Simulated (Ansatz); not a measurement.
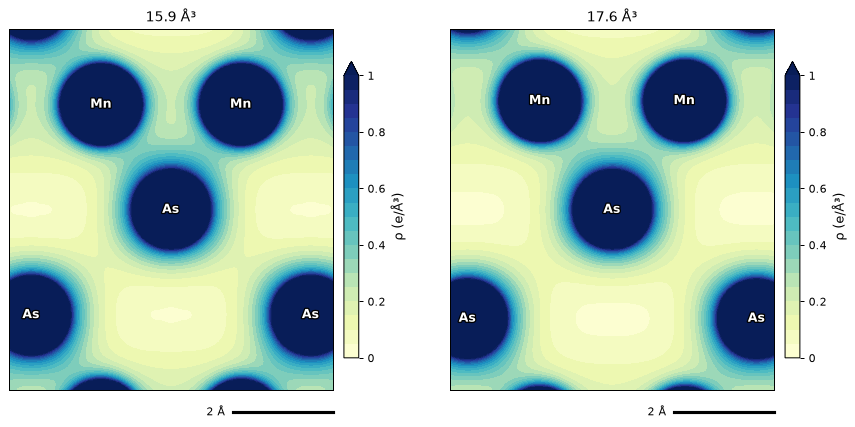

MnAs. The valence pseudo-density of cells scaled evenly to different volumes (given per atom above each panel), on the (110) plane of each (indices in the axes of the cell below), at one length scale and on one colour scale.

Spin-polarised.

Level of theory: Kohn-Sham DFT of a periodic cell, PBE, Ansatz PAW in Ansatz 0.2.0.

The density is the valence pseudo-density of a PAW calculation; it isn't the true density close to the nuclei.

The largest cell:

```
CELL_PARAMETERS angstrom
3.75882 0.00000 0.00000
-1.87941 3.25523 0.00000
0.00000 0.00000 5.76589
ATOMIC_POSITIONS crystal
As 0.66667 0.33333 0.75000
As 0.33333 0.66667 0.25000
Mn 0.00000 0.00000 0.50000
Mn 0.00000 0.00000 0.00000
```

| volume (Å³/atom) | Mn–As contact in the plane (Å) | ρ at its midpoint (e/Å³) | pressure (GPa) | largest moment (μB) | 
| --- | --- | --- | --- | --- |
| 15.94 | 2.519 | 0.397 | −0.8 | 2.81 | 
| 17.30 | 2.588 | ? | ? | ? | 
| 17.64 | 2.605 | 0.347 | −5.5 | 3.30 | 

Question: What values belong in the row with question marks?

Answer: Over the known rows ln ρ falls by 1.57 per Å of Mn–As distance (the line through the two), which gives 0.356 e/Å³ at 2.588 Å; the calculation gives 0.356 e/Å³. For the pressure, a straight line in volume between the neighbouring rows gives −4.6 GPa; the calculation gives −4.6. For the largest moment, a straight line in volume between the neighbouring rows gives 3.20 μB; the calculation gives 3.22.
